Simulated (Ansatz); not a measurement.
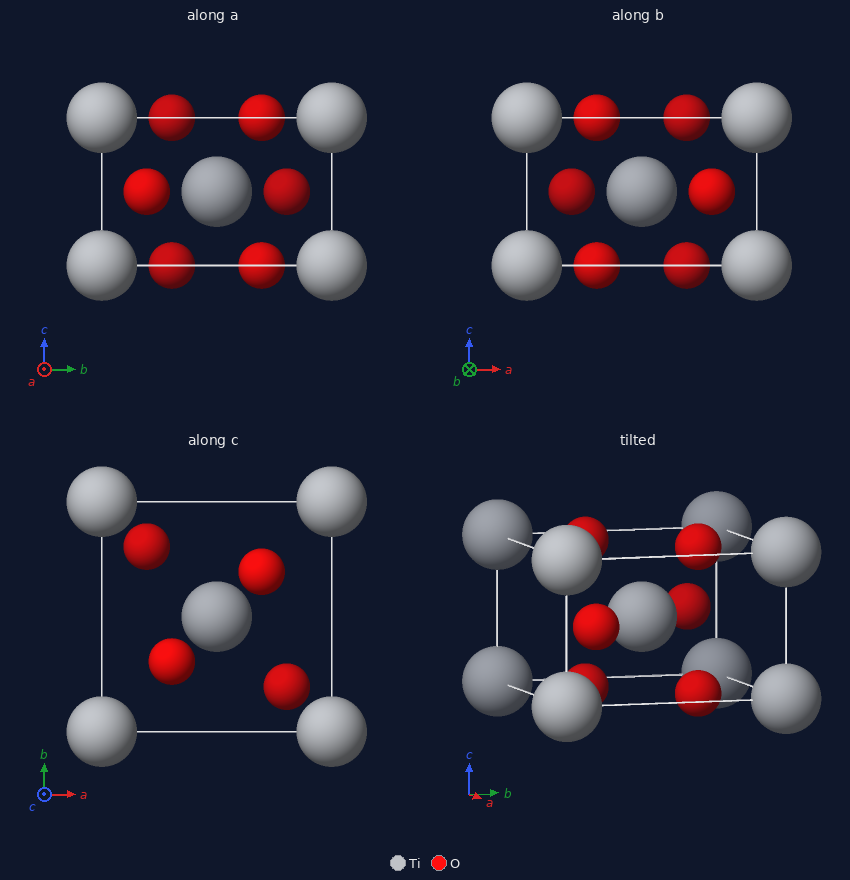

Drawn in the spheres-only manner and seen along the a axis, along the b axis, along the c axis and slightly off an axis. The parallelepiped is the conventional unit cell.

Lattice parameters: a = 4.5969 Å, b = 4.5969 Å, c = 2.9535 Å, α = 90.000°, β = 90.000°, γ = 90.000°.

### Put the structure into a CIF in P1 with every atom of the cell, with free fractional coordinates to two decimals.

```cif
data_structure
_symmetry_space_group_name_H-M 'P 1'
_symmetry_Int_Tables_number 1
_cell_length_a 4.5969
_cell_length_b 4.5969
_cell_length_c 2.9535
_cell_angle_alpha 90.000
_cell_angle_beta 90.000
_cell_angle_gamma 90.000
_cell_volume 62.41
loop_
_atom_site_label
_atom_site_type_symbol
_atom_site_fract_x
_atom_site_fract_y
_atom_site_fract_z
_atom_site_occupancy
Ti1 Ti 0.00 0.00 0.00 1
Ti2 Ti 0.50 0.50 0.50 1
O1 O 0.30 0.30 0.00 1
O2 O 0.20 0.80 0.50 1
O3 O 0.80 0.20 0.50 1
O4 O 0.70 0.70 0.00 1
```

The structure was taken from a structure type filled with these elements by a generator (whether the compound takes this form wasn't checked). Earlier steps of the study may have refined or changed the cell and positions. It was run through Ansatz as a DFT input.
